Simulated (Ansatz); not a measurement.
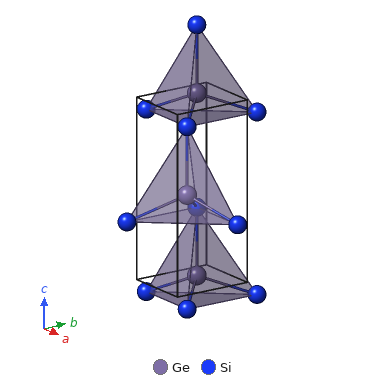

System: SiGe, space group P6_3mc (No. 186). The picture shows the conventional cell.

Structure:
```xyz
4
Lattice="3.9045 0.0000 0.0000 -1.9522 3.3814 0.0000 0.0000 0.0000 6.4508" Properties=species:S:1:pos:R:3 pbc="T T T"
Ge    0.0000    2.2542    0.0025
Ge    1.9522    1.1271    3.2279
Si    0.0000    2.2542    2.4165
Si    1.9522    1.1271    5.6419
```

How it was computed, with Ansatz 0.2.0: plane-wave DFT, no spin polarisation; energies at scaled volumes of the given cell, shape and fractions fixed, counted from the fit's minimum, third-order Birch-Murnaghan fit. Level: LDA.

- k mesh: 8×8×4
- occupations: Fermi–Dirac
- smearing width: 0.05 eV
- potentials: Ansatz PAW
- wave cutoff: 420 eV
- density cutoff: 1680 eV

Predict the energy and pressure against volume. The volume takes the values 20.01, 20.44, 20.87, 21.29, 21.72, 22.14, 22.57 Å³/atom.

A third-order Birch–Murnaghan fit gives V0 = 20.74 Å³/atom, B0 = 85 GPa and B′ = 4.6. The energy is 7.13 meV/atom at volume 20.01 Å³/atom and 36.70 meV/atom at 22.57 Å³/atom; the lowest computed point is at volume 20.87 Å³/atom (0.21 meV/atom), in a single well. The pressure falls from 3.27 GPa at volume 20.01 Å³/atom to −5.93 GPa at 22.57 Å³/atom, and changes sign near 20.74 Å³/atom.

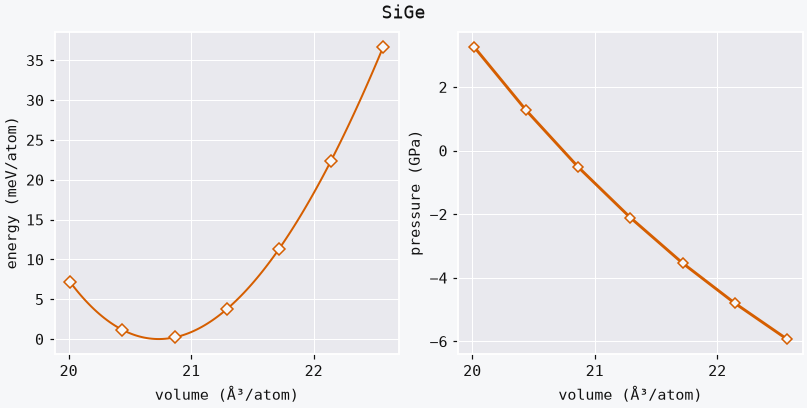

Limits of the calculation: shape and atomic fractions are frozen while scaling, which makes layered, chain and framework solids too stiff.
